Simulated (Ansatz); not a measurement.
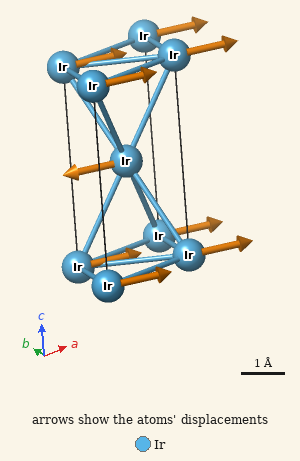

Phonons of crystalline Ir, at the zone centre of a doubled cell. The levels lie at 115 (×2), 197 cm⁻¹. One mode is drawn. The orange arrows are the displacements of the atoms (eigenvector over the root of the mass), of arbitrary overall length and sign. A ball-and-stick model of the cell of the calculation, seen slightly off an axis.

Method: DFT PBEsol, scalar-relativistic, plane waves, PAW in Ansatz 0.2.0. Set-up: plane-wave cutoff 420 eV; k-point mesh 24 × 24 × 20; occupations gaussian; smearing width 0.15 eV; no spin polarisation.

To which level does it belong?

The level at 115 cm⁻¹. This is a doubly degenerate mode (one member of the set is drawn), the lowest level (the three translations aside). All motion is along [2 −1 0] of the drawn cell; atoms of one kind move against one another, with no net shift of their sublattice. It changes sign from one half of the doubled cell to the other: it belongs to the zone boundary, q = (0, 0, 1/2) in the reciprocal vectors of the undoubled cell.
